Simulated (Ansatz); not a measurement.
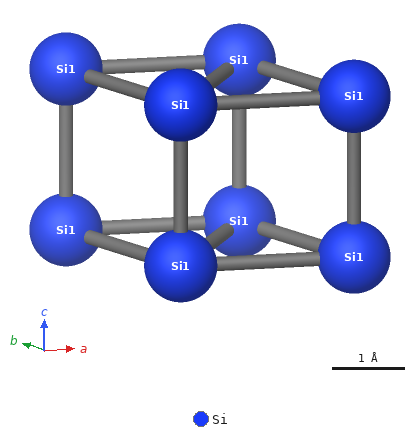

Figure 1. The structure as given in the input (ball-and-stick view of the cell of the calculation, seen at an oblique angle; atoms are numbered from 1 in the order of the input). Near neighbours in the crystal (not all of them lie inside the picture): Si has 8 Si at 2.32 to 2.45 Å.

## Single-point calculation of Si

Si (P6/mmm, 1 atom in the cell), computed with DFT, PBE, PAW with Ansatz's default frozen-core files, scalar-relativistic, no spin polarisation (Ansatz 0.2.0).

It belongs to a series of runs on one base structure; here: volume scaled by 0.8, PAW files. Figures and captions count atoms from 1; the log counts them from 0 in places.

**The program's output**
```
Engine: ansatz 0.2.0, x86_64-unknown-linux-gnu
Pseudopotentials: kind: paw
Pseudopotential: Si, paw, valence charge 4, recommended cutoff 420 eV (normal), Si.paw.azcp
Functional definition: PBE
  parameter kappa = 0.804
  parameter beta = 0.06672455060314922
  exchange = pbe_x(kappa = kappa, mu = beta*pi^2/3)
  correlation = pbe_c(beta = beta)
Crystal: 1 atoms, lattice volume = 12.055 Å³
Basis set: ecut = 420 eV, 229 PW (Γ), exchange–correlation on 36×36×32 points (8 copies of the dense FFT grid, shifted against one another)
Bands: 6, of which v1, the nominal top of the filled ones, is band 2 counted from 1 (1 counted from 0)
Symmetry: 24 space group operations
Space group: P6/mmm (ITA 191), of the structure as read, at distance tolerance 2.3e-5 Å
k-points: 240 of 3840
Non-local potential: Si, projectors of the file, l = 0: 2, l = 1: 2, l = 2: 2
PAW form: soft (Blöchl's): semilocal exchange-correlation on the pseudo side does not see the compensation charge
PAW one-centre angular grid: Si, 110 points (default); XC on 64 Gauss nodes
Initial density: superposition of atomic densities (neutral atoms: chi_scale 0, normalization atom), corrected by the library's trained network
Initial wavefunctions: pseudopotential atomic-orbital guess
Functional: x = pbe(κ = 0.804, μ = 0.2195149727645171), c = pbe(β = 0.06672455060314922)
SCF iter   1: F=—  HF=-635.200529 eV  |F-HF|=—  |Δ(HF+E_count)|=         —  Δρ=3.99e-3  dr2=1.46e-3  ethr=1.77e-3  ⟨swp⟩=5.3  Hψ=13590  notcnv=0
preconditioner: auto → none  [metal: Δε(μ)=0.006 eV  Ē_g=15.699 eV  σ=0.080 eV  W_gap=0.02  n_scr=0 (ndim 8)  ℏωp=21.4 eV  f_vac=0.000  D(μ)=0.37/eV (n_scr^D=0)]
SCF iter   2: F=—  HF=-635.200240 eV  |F-HF|=—  |Δ(HF+E_count)|=   2.88e-4  Δρ=1.55e-3  dr2=1.86e-4  ethr=3.65e-5  ⟨swp⟩=1.0  Hψ=3362  notcnv=0
SCF iter   3: F=—  HF=-635.200231 eV  |F-HF|=—  |Δ(HF+E_count)|=   9.64e-6  Δρ=2.02e-4  dr2=1.93e-6  ethr=4.64e-6  ⟨swp⟩=1.5  Hψ=1667  notcnv=0
SCF iter   4: F=—  HF=-635.200232 eV  |F-HF|=—  |Δ(HF+E_count)|=   1.22e-6  Δρ=1.41e-5  dr2=1.98e-8  ethr=4.83e-8  ⟨swp⟩=2.0  Hψ=1888  notcnv=0
iter 5 did not close the SCF: its close was put off for the readings that it lacked (scf_convergence_deferred on its scf_iter line)
SCF iter   5: F=-635.200232 eV  HF=-635.200232 eV  |F-HF|=4.41e-11  |Δ(HF+E_count)|=   5.19e-9  Δρ=1.12e-6  dr2=6.88e-11  ethr=4.95e-10  ⟨swp⟩=2.0  Hψ=1897  notcnv=0
SCF iter   6: F=-635.200232 eV  HF=-635.200232 eV  |F-HF|=6.82e-13  |Δ(HF+E_count)|=  5.43e-11  Δρ=9.52e-8  dr2=5.47e-13  ethr=1.72e-12  ⟨swp⟩=3.4  Hψ=5375  notcnv=0
SCF 1 converged in 6 iterations: F = -635.200232 eV  dr2 = 5.47e-13
  greatest PAW one-centre occupation: 0.661 electrons in one spin orbital (limit 2), on the Si atom at site 0 (counted from 0), in its partial waves of l = 0
```

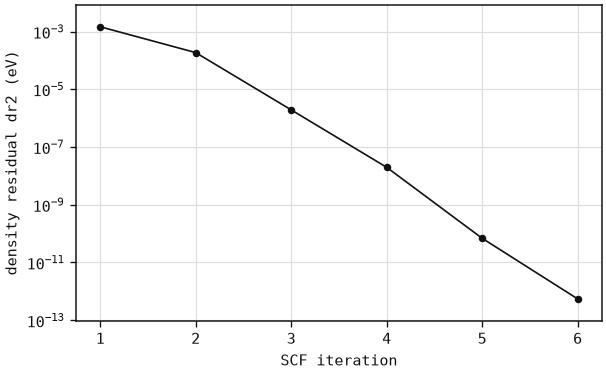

Figure 2. Convergence of the self-consistent field: density residual dr2 against the SCF iteration. The residual falls at every step.

```
SCF converged after 6 iterations
Free energy (F): -635.200232 eV
Harris-Foulkes:  -635.200232 eV  (|F-HF|=6.82e-13)
Internal energy: -635.192786 eV  (E = F + TS)
E sigma→0 (E₀):  -635.196509 eV
Entropy (-TS):   -0.007446 eV (-7.446 meV/atom)
Fermi energy:    13.121979 eV
--- Per-component energies (eV) ---
  E_band       = 27.102327
  E_kinetic    = 46.251913
  E_local      = 5.706160  (includes V_loc(G=0)·N_el)
  E_nonlocal   = 26.630952
  E_hartree    = 0.702246
  E_xc         = -57.936356
  E_vxc        = -50.391283  (∫ρ·V_xc dr)
  E_paw        = -512.843429  (= ΣΔE_a)
  E_vpaw       = -2.499915  (= ΣTr[D̂ρ^β])
  E_aug_tail   = 0.000007  (compensation charges beyond the density's cutoff)
  E_ewald      = -143.704279
  E_smearing   = -0.007446  (= −TS)
  E_closure    = 0.000000  (closes the sum)
  Σ components = -635.200232   (vs F -635.200232, Δ=0.00e0)
--- Forces (eV/Å), atoms counted from 1 ---
  atom   1  Si     0.00000000     0.00000000     0.00000000
  max |Σ_I F_I| component: 0.00e0 eV/Å
--- Stress (GPa, compression-positive) ---
       39.811337       0.000000       0.000000
        0.000000      39.811337       0.000000
        0.000000       0.000000      39.939160
  P = ⅓ Tr σ = 39.8539 GPa (398.539 kbar)
--- Band table (eV; the first three rows and the last of 240) ---
  k-point 0: bands = ["-2.9046", "20.6800", "22.3792", "25.9471", "25.9471", "26.2630"]
  k-point 1: bands = ["-2.7859", "18.6442", "24.3818", "26.0353", "26.0353", "26.3587"]
  k-point 2: bands = ["-2.4306", "15.9994", "26.3000", "26.3000", "26.6404", "26.6404"]
  k-point 239: bands = ["11.0791", "11.9802", "12.5533", "15.9544", "16.7635", "17.2516"]
--- Löwdin populations: 1 site ---
  site symbol       q [e]
     0     Si      3.9180
  spilling = 0.020511 (of n_electrons = 4.000000)
```

**File populations.tsv**
```
# site	symbol	l	j	q
# orbitals = lowdin
# n_electrons = 4.000000
# spilling = 0.020511
0	Si	0_3S	-	1.192343
0	Si	1_3P	-	2.725614
```

**File rho_z.tsv**
```
# z_ang	rho[e/angstrom^3]
# format = ansatz-planar-average/11
# lattice	2.449882271	0.000000000	0.000000000
# lattice	-1.224941135	2.121660283	0.000000000
# lattice	0.000000000	0.000000000	2.319274874
# sites	1
# site	14	0.000000000	0.000000000	0.000000000
0.000000	3.792658e-1
0.144955	3.761767e-1
0.289909	3.682943e-1
0.434864	3.570207e-1
0.579819	3.408081e-1
0.724773	3.184372e-1
0.869728	2.940868e-1
1.014683	2.755969e-1
1.159637	2.688190e-1
1.304592	2.755969e-1
1.449547	2.940868e-1
1.594501	3.184372e-1
1.739456	3.408081e-1
1.884411	3.570207e-1
2.029366	3.682943e-1
2.174320	3.761767e-1
```

**File v_z.tsv**
```
# z_ang	v_es[eV]	v_tot[eV]
# format = ansatz-planar-average/11
# xc	pbe
# density_cutoff_ev	1680
# datasets	Si=:simpson_from_first_knot:soft
# lattice	2.449882271	0.000000000	0.000000000
# lattice	-1.224941135	2.121660283	0.000000000
# lattice	0.000000000	0.000000000	2.319274874
# sites	1
# site	14	0.000000000	0.000000000	0.000000000
0.000000	-8.941226e0	-2.284174e1
0.144955	-8.035012e0	-2.174484e1
0.289909	-5.452837e0	-1.863081e1
0.434864	-1.588064e0	-1.392117e1
0.579819	2.919160e0	-8.630863e0
0.724773	7.122740e0	-3.982194e0
0.869728	1.002361e1	-7.206796e-1
1.014683	1.155985e1	1.081519e0
1.159637	1.207751e1	1.670186e0
1.304592	1.155985e1	1.081519e0
1.449547	1.002361e1	-7.206796e-1
1.594501	7.122740e0	-3.982194e0
1.739456	2.919160e0	-8.630863e0
1.884411	-1.588064e0	-1.392117e1
2.029366	-5.452837e0	-1.863081e1
2.174320	-8.035012e0	-2.174484e1
```

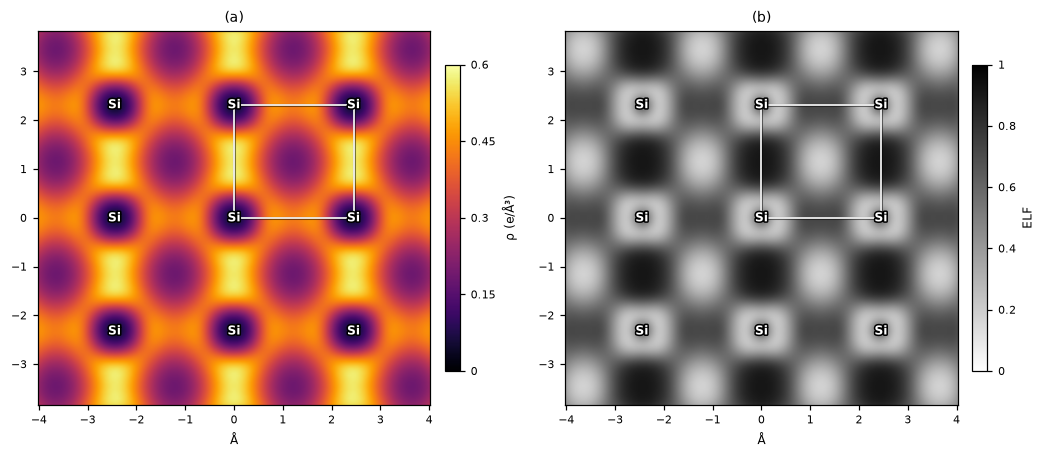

Figure 3. (a) valence pseudo-density; (b) electron localisation function on the (100) plane of the conventional cell. Atoms in the plane: Si. Si–Si (2.32 Å): the density is about 0.56 e/Å³ at the midpoint, a local maximum along the line; the ELF peaks at about 0.90 between the atoms, which marks localised, shared-pair bonding. Si–Si (2.45 Å): ρ at the midpoint is about 0.43 e/Å³, a local maximum along the line; the ELF peaks at about 0.70 between the atoms. Away from the nuclei the density in this plane falls to 0.18 e/Å³ at its lowest. In a PAW calculation such maps are meaningful between the atoms, not at the nuclei.

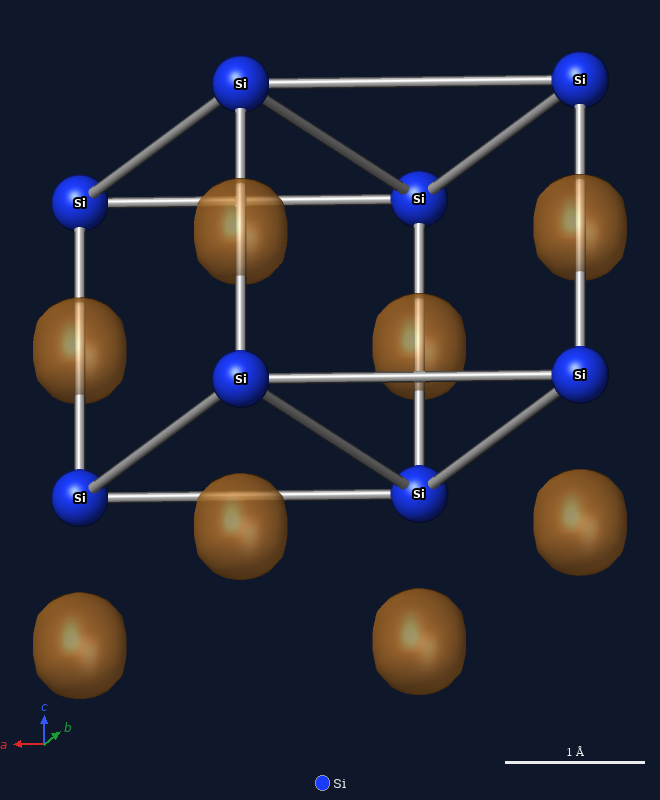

Figure 4. Isosurface of the ELF at 0.85 (orange), seen at an oblique angle. Only the valence region is drawn (cores and ρ < 0.01 e/Å³ removed). Sticks mark near contacts. The outline is the cell set on symmetry axes. The ELF exceeds this value in one region between bonded Si–Si atoms (shared pairs), counted in one cell of 1 atoms. Profiles from the grid: Si–Si (2.32 Å): the ELF peaks at about 0.90 between the atoms, as expected for localised, shared-pair bonding. Si–Si (2.45 Å): the ELF peaks at about 0.70 between the atoms, which marks localised, shared-pair bonding.

The run was set up as follows.

**Input file**
```yaml
crystal:
  lattice:
    - [2.4498822706, 0.0, 0.0]
    - [-1.2249411353, 2.1216602826, 0.0]
    - [0.0, 0.0, 2.3192748736]
  atoms:
    - { symbol: Si, position: [0.0, 0.0, 0.0] }
kpoints:
  mp_grid: { grid: [16, 16, 15] }
scf:
  occupations: { method: fermi_dirac, width: 0.08 }
hamiltonian:
  xc: pbe
  pseudopotentials: { kind: paw }
output:
  forces: true
  stress: true
  eigenvalues: true
  populations: true
  write_density: true
  write_potential: true
  elf: true
  volumetric_format: npy
```

Launch command:
```bash
ansatz run input.yaml --threads 1 --pin off --max-ram 2048MiB --backend cpu --events-out ev --progress --plain --runs-dir out
```

**Summary**

```tsv
quantity	value
outcome	converged
space group (tolerance 0.01 Å)	P6/mmm (191)
electrons treated	4
free energy	−635.2002 eV
Fermi energy	13.122 eV
pressure	39.85 GPa
largest force (length of the vector)	under 0.001 eV/Å
hardware	1 thread of Intel Xeon (Granite Rapids), 32 GiB of memory available, shared host
wall time	0.92 s
peak memory	0.32 GiB
```

The cell is under a pressure of 40 GPa at this level, so it is not at its equilibrium volume.
